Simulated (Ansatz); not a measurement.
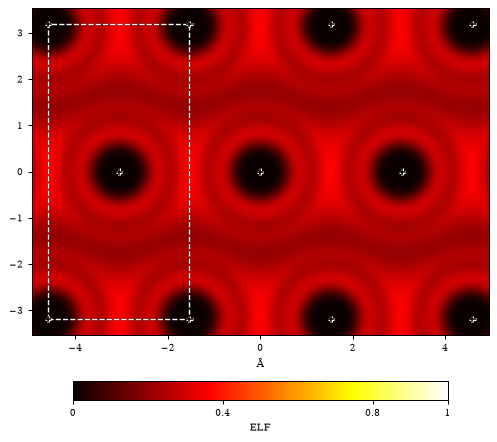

The ELF on a plane through atoms (crosses mark nuclei in the plane).

These are results of Ansatz, DFT PBE, scalar-relativistic, plane waves, PAW, not measurements.

Candidates:
A. CaO, a = 5.09 Å, b = 5.09 Å, c = 5.09 Å, α = 90.00°, β = 90.00°, γ = 90.00°. Space group Fm-3m; changed on purpose from its base cell (strain +0.040 along x and y, +0.040 along z, atoms carried along); computed pressure about −12 GPa in this cell.
B. In, a = 3.06 Å, b = 3.06 Å, c = 5.59 Å, α = 90.00°, β = 90.00°, γ = 90.00°. Space group I4/mmm; computed pressure about 3 GPa in this cell; computed without spin polarisation.

Which candidate gave the map?

Answer. Candidate B: In on the (101) plane of the conventional cell, which holds In. In–In (3.06 Å): the ELF is about 0.35 at the midpoint (no localised pair shows between them).
